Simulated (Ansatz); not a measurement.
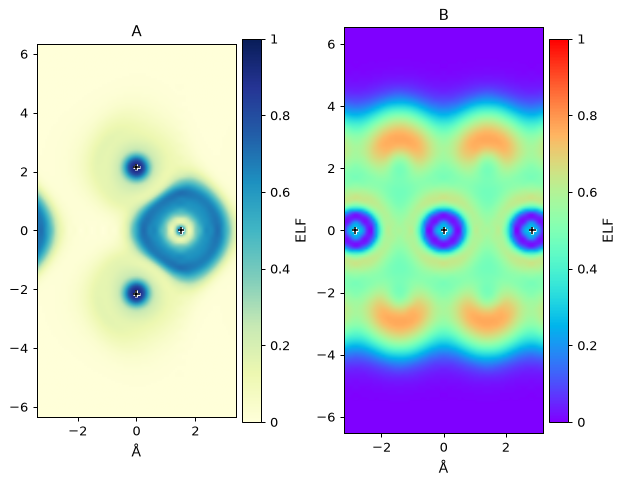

The ELF of 2 systems, each on a plane through atoms (crosses mark nuclei in the plane).

All numbers below come from Ansatz 0.2.0, DFT PBE, scalar-relativistic, plane waves, PAW.

System 1: CuI (slab), the (100) plane of the calculation cell, a cut from vacuum to vacuum. Not relaxed (largest force 0.9 eV/Å); computed without spin polarisation.

```cif
data_structure
_symmetry_space_group_name_H-M 'P 1'
_symmetry_Int_Tables_number 1
_cell_length_a 4.2978
_cell_length_b 6.0780
_cell_length_c 19.2978
_cell_angle_alpha 90.000
_cell_angle_beta 90.000
_cell_angle_gamma 90.000
_cell_volume 504.10
loop_
_atom_site_label
_atom_site_type_symbol
_atom_site_fract_x
_atom_site_fract_y
_atom_site_fract_z
_atom_site_occupancy
Cu1 Cu 0.00000 0.75000 0.38865 1
I1 I 0.50000 0.50000 0.38865 1
Cu2 Cu 0.50000 0.25000 0.50000 1
I2 I 0.00000 0.00000 0.50000 1
Cu3 Cu 0.00000 0.75000 0.61135 1
I3 I 0.50000 0.50000 0.61135 1
```

System 2: Al (slab), the (100) plane of the calculation cell, a cut from vacuum to vacuum. Computed without spin polarisation.

```
Al
1.0
     2.85774    0.00000    0.00000
    -1.42887    2.47488    0.00000
     0.00000    0.00000   19.66667
Al
3
Direct
  0.66667 0.33333 0.38136
  0.33333 0.66667 0.50000
  0.00000 0.00000 0.61864
```

> Which map belongs to which system?

Panel A is system 1, CuI: the plane holds Cu and I. Cu–I (2.63 Å): the ELF is about 0.55 at the midpoint. Panel B is system 2, Al: the plane holds Al. Al–Al (2.86 Å): the ELF peaks at about 0.60 between the atoms.
